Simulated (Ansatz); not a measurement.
```yaml
crystal:
  lattice:
    - [5.43730, 0.00000, 0.00000]
    - [0.00000, 5.43730, 0.00000]
    - [0.00000, 0.00000, 5.43730]
  atoms:
    - { symbol: Ce, position: [0.00000, 0.00000, 0.00000] }
    - { symbol: Ce, position: [0.50000, 0.50000, 0.00000] }
    - { symbol: Ce, position: [0.50000, 0.00000, 0.50000] }
    - { symbol: Ce, position: [0.00000, 0.50000, 0.50000] }
    - { symbol: O, position: [0.25000, 0.25000, 0.25000] }
    - { symbol: O, position: [0.75000, 0.75000, 0.25000] }
    - { symbol: O, position: [0.75000, 0.25000, 0.75000] }
    - { symbol: O, position: [0.25000, 0.75000, 0.75000] }
    - { symbol: O, position: [0.75000, 0.25000, 0.25000] }
    - { symbol: O, position: [0.25000, 0.75000, 0.25000] }
    - { symbol: O, position: [0.25000, 0.25000, 0.75000] }
    - { symbol: O, position: [0.75000, 0.75000, 0.75000] }
```

Space group Fm-3m; a structure from a database of computed crystals, not necessarily the ambient phase; started from the database structure prototype, which need not be the ambient phase; computed pressure about −5 GPa in this cell; computed without spin polarisation.

Theory: DFT, HSE06, plane waves, PAW (Ansatz).

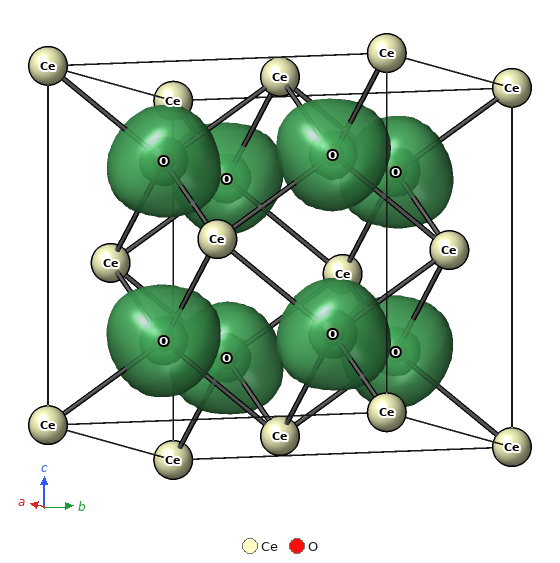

CeO$_{2}$. Isosurface of the ELF at 0.7 (green), seen at an oblique angle. Core shells and regions of very low density are left out. Sticks mark near contacts.

Core electrons are frozen (PAW), and the valence fields are smoothed inside the atomic spheres.

### Where are the electrons localised?

The surface consists of eight regions wrapped around O (the valence shell of each), counted in one cell of 12 atoms. Any copies at cell faces, edges or corners count once. Along the contacts the grid gives the following. Ce–O (2.35 Å): the ELF peaks at about 0.85 in the valence shell of O, 0.6 Å from its nucleus, and drops to about 0.20 between the two atoms; no shared electron pair shows on this line.

### Does the calculation give a band gap?

It is gapped, with a Kohn–Sham gap of 3.5 eV on the k-point mesh, an upper bound to the gap of this method.
